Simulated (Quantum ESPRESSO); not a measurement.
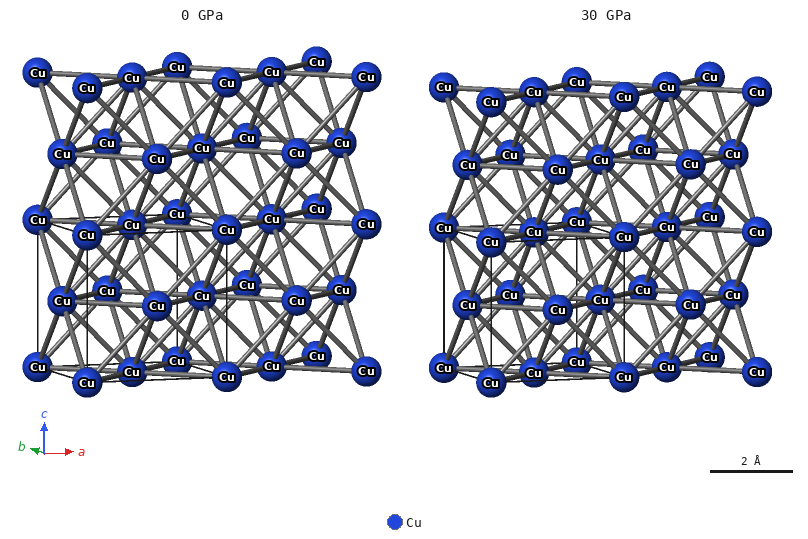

Solid Cu (set up in Fm-3m), relaxed (cell and atoms) at several target pressures. The picture shows the first and the last member. The picture is a ball-and-stick view of the conventional cell (4 times the calculation's cell), repeated 2 × 1 × 2 with one cell outlined, seen slightly off an axis. Lengths and directions refer to the drawn axes.

Computed with Quantum ESPRESSO 7.5: PBE, SSSP 1.3 efficiency PBE. Set-up: plane-wave cutoff 857.2 eV; k-point mesh 13 × 13 × 13; occupations fermi-dirac; smearing width 0.05 eV; no spin polarisation.

| pressure (GPa) | volume (Å³/atom) | a (Å) |
| --- | --- | --- |
| 0 | 11.952 | 3.629 |
| 2 | ? | ? |
| 5 | 11.569 | 3.590 |
| 10 | 11.249 | 3.557 |
| 20 | 10.729 | 3.501 |
| 30 | 10.320 | 3.456 |

> One row is withheld. What does the calculation give there?

Murnaghan's form V = V₀(1 + B′P/B₀)^(−1/B′), with V₀ = 11.952 Å³ from the row at zero pressure, fits the other rows with B₀ = 143 GPa and B′ = 4.63 (largest miss 0.002 Å³). At 2 GPa it gives 11.952 × (1 + 4.63 × 2/143)^(−1/4.63) = 11.791 Å³ per atom. The calculation gives 11.791 Å³/atom (a = 3.613 Å). The estimate is right to the digits shown. From the first member to the last: Cu–Cu 2.566 → 2.444 Å.

The whole series:

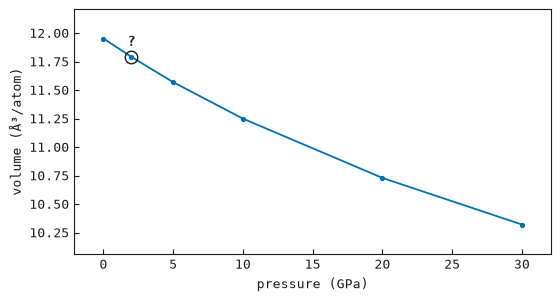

Each member starts from this one structure; whether another phase lies lower wasn't checked.
